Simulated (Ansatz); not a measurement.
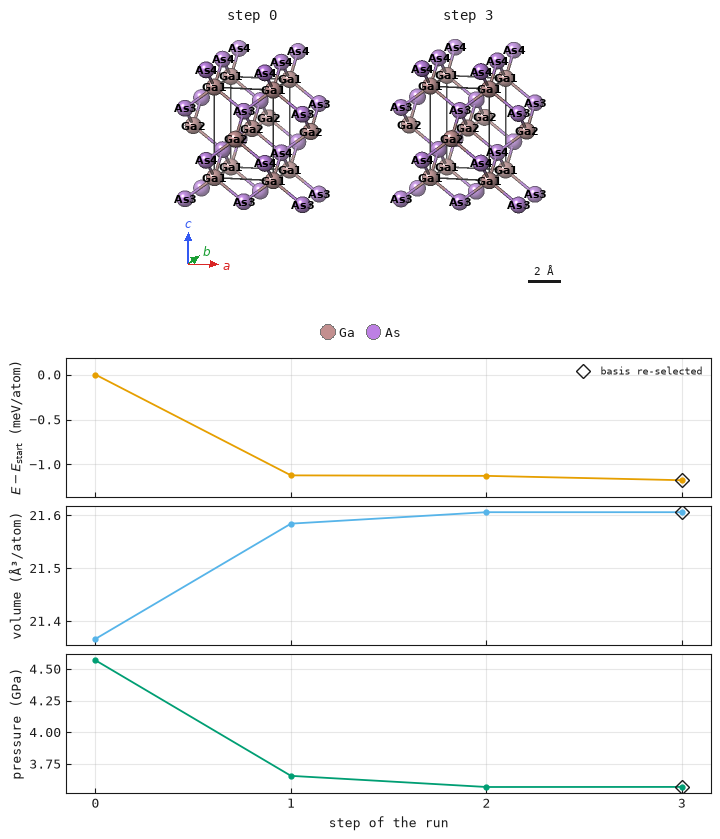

First and last geometry of a relaxation of a crystal of GaAs (set up in I-4m2), with the history of the run. Style: ball-and-stick. Shown: the cell of the calculation, slightly off an axis.

Case: biaxial strain in the a-b plane of -4.0 %; c and atoms relaxed.

Theory: DFT PBEsol, scalar-relativistic, plane waves, PAW in Ansatz 0.2.0.

Input file:
```yaml
crystal:
  lattice:
    - [2.715817354, 2.715817354, 0.0]
    - [-2.715817354, 2.715817354, 0.0]
    - [0.0, 0.0, 5.7937436886]
  atoms:
    - { symbol: Ga, position: [0.0, 0.0, 0.0] }
    - { symbol: Ga, position: [0.5, 0.5, 0.5] }
    - { symbol: As, position: [0.5, 0.0, 0.75] }
    - { symbol: As, position: [0.0, 0.5, 0.25] }
basis:
  ecutwfc: 420
kpoints:
  mp_grid: { grid: [10, 10, 6] }
hamiltonian:
  xc: pbesol
scf:
  occupations: { method: gaussian, width: 0.01 }
output:
  forces: true
  stress: true
  eigenvalues: true
relax:
  adjacent_minimum: "off"
  f_tol: 0.008
  max_steps: 40
  cell: { stress_tol: 0.015, fix: [a, b, gamma] }
```

Command:
```bash
ansatz run input.yaml --threads 1 --pin off --max-ram 2560MiB --backend cpu --events-out ev --progress --plain --runs-dir out
```

Question: Did the run converge, and what did it change?

Answer: It converged. No atom moves by more than 0.005 Å relative to the cell. The drawn cell changes as follows: a = b unchanged at 3.841 Å, c 5.794 → 5.859 Å (+1.1 %); the volume changes by +1.1 %. Some distances before and after: Ga1–As3 2.405 → 2.415 Å. The space group stays I-4m2 (No. 119). After 2 accepted moves (3 points after the start) the energy has fallen by 1.2 meV per atom. All forces vanish by symmetry, so only the cell relaxes. Pressure: 4.57 GPa at the start and 3.57 GPa at the end. The SCF was repeated once at an unchanged geometry on a basis and grid sized afresh for the cell, which shifted the energy by less than 0.05 meV per atom at most.
